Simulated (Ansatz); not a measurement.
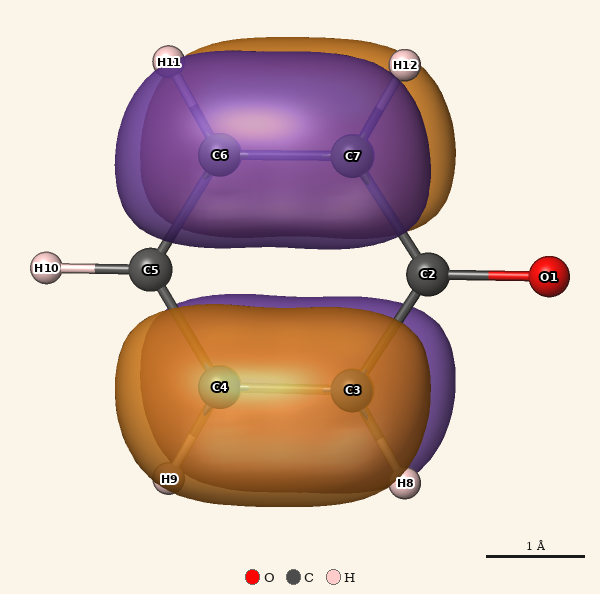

Figure. C6H5O (pho) (charge −1). The HOMO−1 at ±0.08 Å⁻³ᐟ² (orange and purple are the two phases), seen at a tilt.

The fields and orbitals are those of the mean-field reference, not of the correlated method.

Method: CCSD_T on PBE, Gaussian basis aug-cc-pVDZ (Ansatz 0.2.0).

Input

```
crystal:
  periodic: [false, false, false]
  atoms:
    - { symbol: O, position_ang: [2.43127625, -0.35762139, -0.32478152] }
    - { symbol: C, position_ang: [1.18792576, -0.20643311, -0.17291167] }
    - { symbol: C, position_ang: [0.22101701, -1.20198773, -0.5541093] }
    - { symbol: C, position_ang: [-1.13809962, -1.02625328, -0.38339134] }
    - { symbol: C, position_ang: [-1.66361221, 0.14029391, 0.1753799] }
    - { symbol: C, position_ang: [-0.76034802, 1.13309255, 0.55966103] }
    - { symbol: C, position_ang: [0.60236486, 0.97789206, 0.39791207] }
    - { symbol: H, position_ang: [0.60695647, -2.11957202, -0.99179297] }
    - { symbol: H, position_ang: [-1.81657124, -1.82046008, -0.69373585] }
    - { symbol: H, position_ang: [-2.73299602, 0.27032593, 0.30600387] }
    - { symbol: H, position_ang: [-1.13848172, 2.05574755, 0.99912304] }
    - { symbol: H, position_ang: [1.28656847, 1.76536559, 0.70488275] }
total_charge: -1
basis:
  gaussian: { orbitals: aug-cc-pVDZ }
correlation:
  method: ccsd_t
output:
  orbitals: {}
```

Run with:

```sh
ansatz run input.yaml --threads 8 --pin off --max-ram 24576MiB --backend cpu --events-out ev --progress --plain --runs-dir out
```

What is the character of this orbital?

Its weight (Hirshfeld) is mainly on C4 (about 20 %), C6 (about 20 %), C7 (about 20 %) and C3 (about 20 %); it changes sign across the molecular plane (π type); π-bonding across C3–C4 and C6–C7. Its energy is −4.72 eV.
